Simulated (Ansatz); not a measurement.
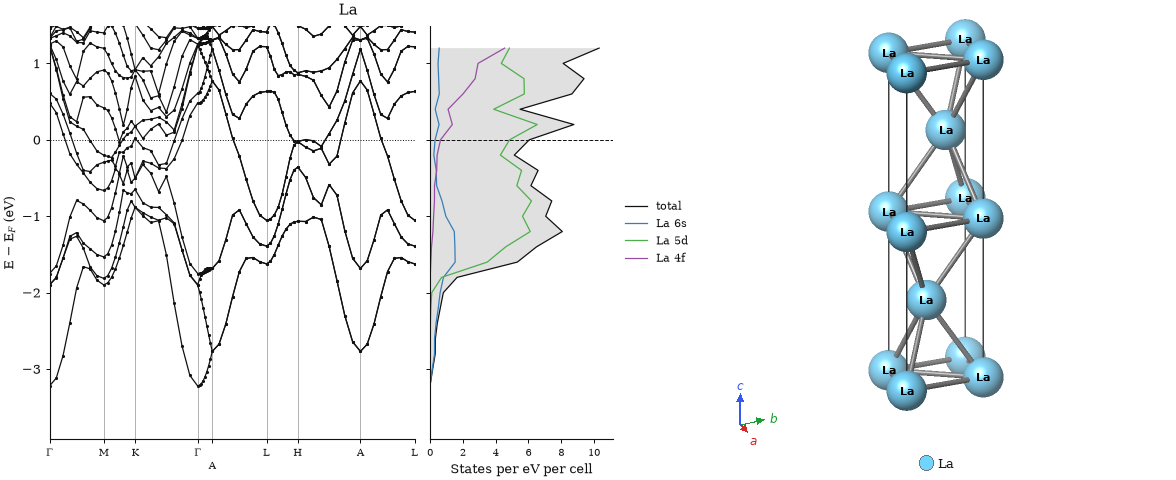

Band structure and density of states, beside the structure. Energies are counted from the Fermi level. The path runs straight from each named point to the next. The partial curves are projected on atomic shells.

This input was run:

```
crystal:
  lattice:
    - [3.7700018307, 0.0, 0.0]
    - [-1.8850009153, 3.2649173577, 0.0]
    - [0.0, 0.0, 12.159]
  atoms:
    - { symbol: La, position: [0.0, 0.0, 0.0] }
    - { symbol: La, position: [0.0, 0.0, 0.5] }
    - { symbol: La, position: [0.3333333333, 0.6666666667, 0.75] }
    - { symbol: La, position: [0.6666666667, 0.3333333333, 0.25] }
kpoints:
  mp_grid: { grid: [10, 10, 3] }
  band_path:
    path:
      - [0.0, 0.0, 0.0]
      - [0.5, 0.0, 0.0]
      - [0.3333333333, 0.3333333333, 0.0]
      - [0.0, 0.0, 0.0]
      - [0.0, 0.0, 0.5]
      - [0.5, 0.0, 0.5]
      - [0.3333333333, 0.3333333333, 0.5]
      - [0.0, 0.0, 0.5]
      - [0.5, 0.0, 0.5]
    npoints: 8
scf:
  occupations: { method: fermi_dirac, width: 0.08 }
hamiltonian:
  xc: pbe
  pseudopotentials: { kind: all_electron, lapw: { basis_error: 0.001 } }
output:
  forces: true
  stress: true
  eigenvalues: true
  populations: true
  dos: { projected: true, de: 0.2, e_range: [-14, 8] }
```

Launched with:
```bash
ansatz run input.yaml --threads 1 --pin off --max-ram 3072MiB --backend cpu --events-out ev --progress --plain --runs-dir out
```

> Does this material conduct, going by its bands?

A metal: bands cross the Fermi level along this path.

> What is the density of states at the Fermi level?

The density of states at the Fermi level is about 6.7 per eV and cell (mean within 0.25 eV), or 1.7 per atom.

The run has no spin polarisation, and a density of states this high at the Fermi level may favour a magnetic state.
